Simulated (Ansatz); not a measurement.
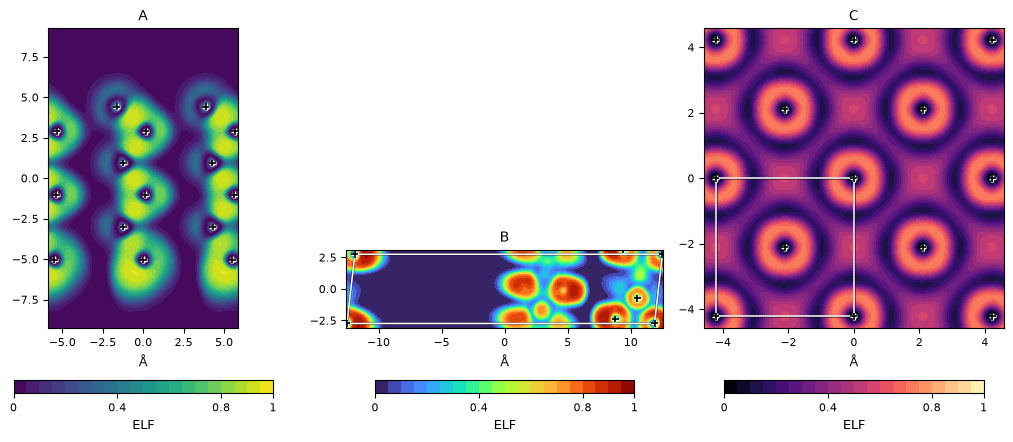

The electron localisation function of 3 systems, each on a plane through atoms (crosses mark nuclei in the plane).

These are results of DFT PBE, scalar-relativistic, plane waves, PAW in Ansatz, not measurements.

System 1: WS$_{2}$, the (111) plane of the conventional cell. Space group P-3m1; a structure from a database of computed crystals, not necessarily the ambient phase.

```
CELL_PARAMETERS angstrom
3.18757 0.00000 0.00000
-1.59378 2.76051 0.00000
0.00000 0.00000 24.17075
ATOMIC_POSITIONS crystal
W 0.33333 0.66667 0.65396
W 0.66667 0.33333 0.34604
S 0.33333 0.66667 0.28104
S 0.66667 0.33333 0.58896
S 0.33333 0.66667 0.41104
S 0.66667 0.33333 0.71896
```

System 2: AlP (slab), the (100) plane of the calculation cell, a cut from vacuum to vacuum. 

```yaml
crystal:
  lattice:
    - [3.89390, 0.00000, 0.00000]
    - [0.00000, 5.50680, 0.00000]
    - [0.00000, 0.00000, 24.73474]
  atoms:
    - { symbol: Al, position: [0.50000, 0.44263, 0.32181] }
    - { symbol: P, position: [0.00000, 0.24106, 0.29568] }
    - { symbol: Al, position: [0.00000, 0.01892, 0.37802] }
    - { symbol: P, position: [0.50000, 0.76850, 0.38281] }
    - { symbol: Al, position: [0.50000, 0.51569, 0.46210] }
    - { symbol: P, position: [0.00000, 0.26320, 0.45911] }
    - { symbol: Al, position: [0.00000, 0.01569, 0.53790] }
    - { symbol: P, position: [0.50000, 0.76320, 0.54090] }
    - { symbol: Al, position: [0.50000, 0.51892, 0.62198] }
    - { symbol: P, position: [0.00000, 0.26850, 0.61719] }
    - { symbol: Al, position: [0.00000, 0.94263, 0.67819] }
    - { symbol: P, position: [0.50000, 0.74106, 0.70432] }
```

System 3: Ta, the (100) plane of the conventional cell. Space group Fm-3m; computed without spin polarisation.

```cif
data_structure
_symmetry_space_group_name_H-M 'P 1'
_symmetry_Int_Tables_number 1
_cell_length_a 4.2230
_cell_length_b 4.2230
_cell_length_c 4.2230
_cell_angle_alpha 90.000
_cell_angle_beta 90.000
_cell_angle_gamma 90.000
_cell_volume 75.31
loop_
_atom_site_label
_atom_site_type_symbol
_atom_site_fract_x
_atom_site_fract_y
_atom_site_fract_z
_atom_site_occupancy
Ta1 Ta 0.00000 0.00000 0.00000 1
Ta2 Ta 0.50000 0.50000 0.00000 1
Ta3 Ta 0.50000 0.00000 0.50000 1
Ta4 Ta 0.00000 0.50000 0.50000 1
```

Match each panel to its system.

Panel A is system 2, AlP: the plane holds P and Al. Al–P (2.34 Å): the ELF peaks at about 0.95 between the atoms (a covalent bond). Panel B is system 1, WS$_{2}$: the plane holds W and S. W–S (2.42 Å): the ELF peaks at about 0.85 in the valence shell of S, 0.8 Å from its nucleus, and is about 0.50 at the midpoint. Panel C is system 3, Ta: the plane holds Ta. Ta–Ta (2.99 Å): the ELF is about 0.30 at the midpoint.
